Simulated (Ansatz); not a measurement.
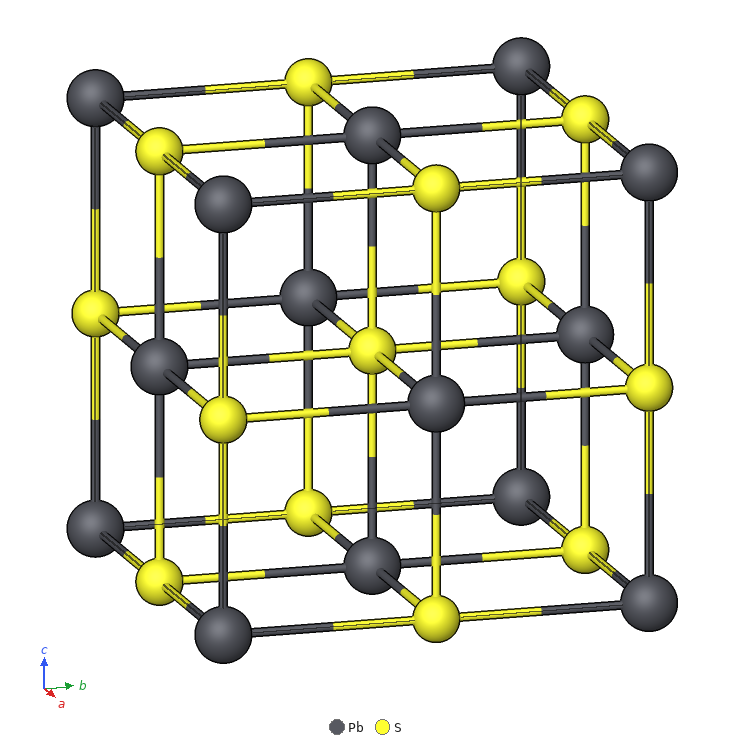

View slightly off an axis, drawn as a ball-and-stick model. The frame is the conventional unit cell; atoms at its boundary are shown with their periodic copies. Cell: a = 6.01 Å, b = 6.01 Å, c = 6.01 Å, α = 90.00°, β = 90.00°, γ = 90.00°.

The structure comes from a structure type filled with these elements by a generator (whether the compound takes this form wasn't checked). Earlier steps of the study may have refined or changed the cell and positions. A calculation with Ansatz used it as input.

### Explain the picture.

The stoichiometry is PbS. It belongs to space group Fm-3m (No. 225) and has a face-centred cubic lattice. This arrangement goes by the name rock salt (NaCl type). The cell has 8 atoms, namely 4 Pb, 4 S. Around each Pb lie six S in an octahedral arrangement at about 3.0 Å. S is linked to six Pb in an octahedral arrangement at about 3.0 Å. The bonds build a three-dimensional framework.

Method used: DFT PBE, scalar-relativistic, plane waves, PAW (Ansatz 0.2.0). It ran with E_cut = 420 eV, k-points about 0.18 Å⁻¹ apart, Gaussian smearing of 0.02 eV, no spin polarisation.

### Classify it as metallic or gapped, with the value.

A semiconductor at this level, with a gap of 0.49 eV, direct.

### What charge does Bader's analysis assign to each element?

Pb +1.00 e; S -1.00 e.

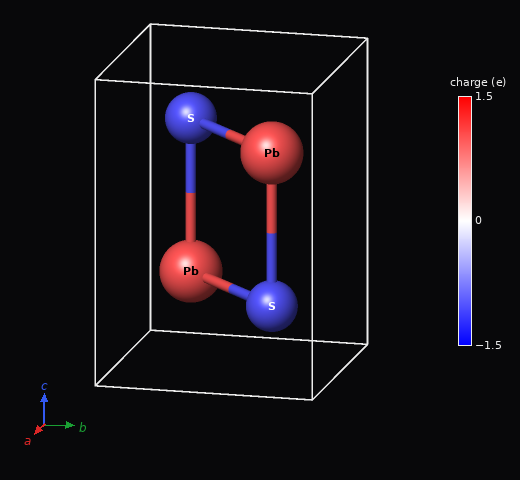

The atoms coloured by those charges. The run's cell of 4 atoms is drawn, so axes and origin can differ from the first picture.

### Is the structure in equilibrium?

Yes. All forces vanish to within 0.01 eV/Å. The pressure is 0.0 GPa, close to zero.
